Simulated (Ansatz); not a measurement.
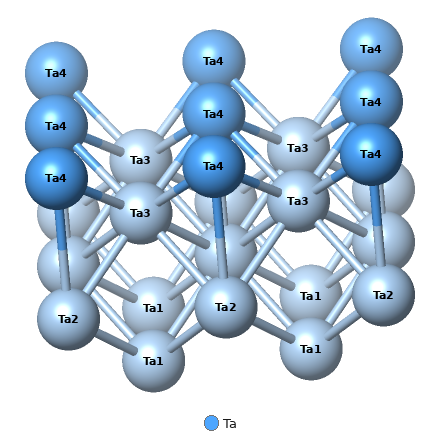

The system is C on a Ta(100) slab cut from the Im-3m phase, its upper half relaxed before the scan (4 atoms of substrate and one adsorbate in a 1 × 1 cell); the picture shows it without the atoms that are moved over the map. 
- C is moved over the surface cell; relaxed at each place: the height of the adsorbate's atoms; substrate rigid; the origin of the map has the adsorbate above Ta4.
- Places are given modulo a cell vector. The map is drawn in real space over the plane of the surface.
- The scan uses an 8 × 8 grid; 15 points were computed and 49 follow by symmetry.
- Energies are in eV, from the lowest grid point.
- With one adsorbate in each 1 × 1 cell, its nearest image is 3.3 Å away, so neighbouring adsorbates interact.
- These are results of Ansatz 0.2.0, DFT PBE, scalar-relativistic, plane waves, PAW, not measurements. Settings: cutoff 420 eV, k-mesh 8×8×1, gaussian smearing 0.1 eV, no spin polarisation.

Range: position of C5 along the first surface vector from 0.000 to 0.875; position of C5 along the second surface vector from 0.000 to 0.875.

### What landscape does the calculation give?

The lowest grid point is at a fourfold hollow over a second-layer Ta atom, (4/8, 4/8) of the cell vectors. The highest grid point, the top site over a surface Ta atom, (0/8, 0/8) of the cell vectors, lies 4.75 eV above the lowest. On the interpolated surface the easiest way out of the lowest well to its copy in the next cell or period passes a barrier of about 1.8 eV. At the lowest point the adsorbate has 1 Ta at 2.04 Å as nearest neighbours, at the highest 1 Ta at 1.94 Å. Its relaxed height above the top atom is 0.55 Å at the lowest and 1.94 Å at the highest point.

```csv
"second ↓, first →",0/8,1/8,2/8,3/8,4/8,5/8,6/8,7/8
7/8,4.56,4.37,3.84,2.72,1.47,2.72,3.84,4.37
6/8,4.01,3.84,3.27,1.99,0.54,1.99,3.27,3.84
5/8,2.93,2.72,1.99,0.58,0.00,0.58,1.99,2.72
4/8,1.78,1.47,0.54,0.00,0.00,0.00,0.54,1.47
3/8,2.93,2.72,1.99,0.58,0.00,0.58,1.99,2.72
2/8,4.01,3.84,3.27,1.99,0.54,1.99,3.27,3.84
1/8,4.56,4.37,3.84,2.72,1.47,2.72,3.84,4.37
0/8,4.75,4.56,4.01,2.93,1.78,2.93,4.01,4.56
```

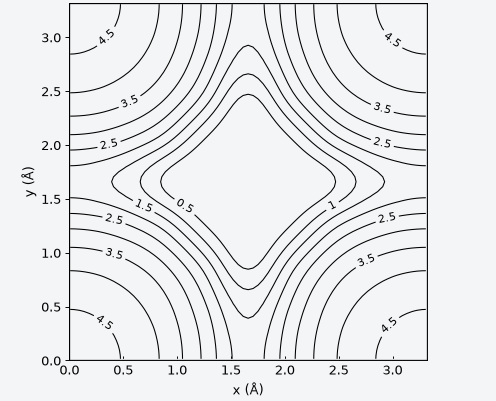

In the figure: contour lines labelled in eV, the outline of one cell of the plane. Between grid points the surface is interpolated.

Each point was launched as `ansatz run input.yaml --threads 1 --pin off --max-ram 3072MiB --backend cpu --events-out ev --progress --plain --runs-dir out`. The whole map (15 points run) took 23 min on 1 thread of Arm Neoverse V1 (shared host).

PAW datasets: the set soft_1.
